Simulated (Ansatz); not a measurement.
```yaml
crystal:
  lattice:
    - [2.83380, 2.83380, 0.00000]
    - [-2.83380, 2.83380, 0.00000]
    - [0.00000, 0.00000, 5.83763]
  atoms:
    - { symbol: Zn, position: [0.00000, 0.00000, 0.00000] }
    - { symbol: Zn, position: [0.50000, 0.50000, 0.50000] }
    - { symbol: Se, position: [0.50000, 0.00000, 0.25000] }
    - { symbol: Se, position: [0.00000, 0.50000, 0.75000] }
```

Space group I-4m2.

Computed with DFT, PBE, plane-wave PAW, default files, scalar-relativistic in Ansatz 0.2.0.

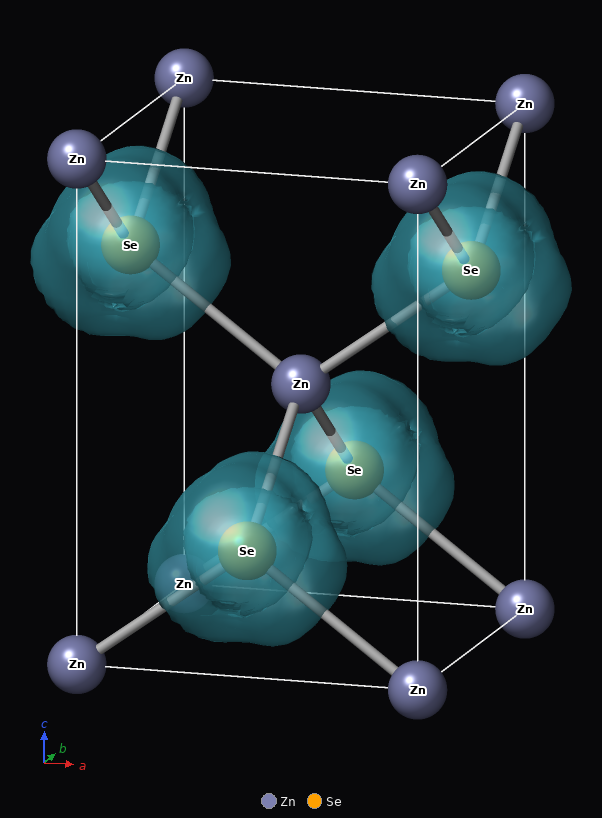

ZnSe. Isosurface of the ELF at 0.75 (cyan), seen slightly off an axis. Only the valence region is drawn (cores and ρ < 0.01 e/Å³ removed). Sticks mark near contacts.

Core electrons are frozen (PAW), and the valence fields are smoothed inside the atomic spheres.

**Where are the electrons localised?**

The ELF exceeds this value in two regions wrapped around Se (the valence shell of each), counted in one cell of 4 atoms. Regions shared between cells count once. Profiles from the grid: Zn–Se (2.48 Å): the ELF is about 0.60 at the midpoint.
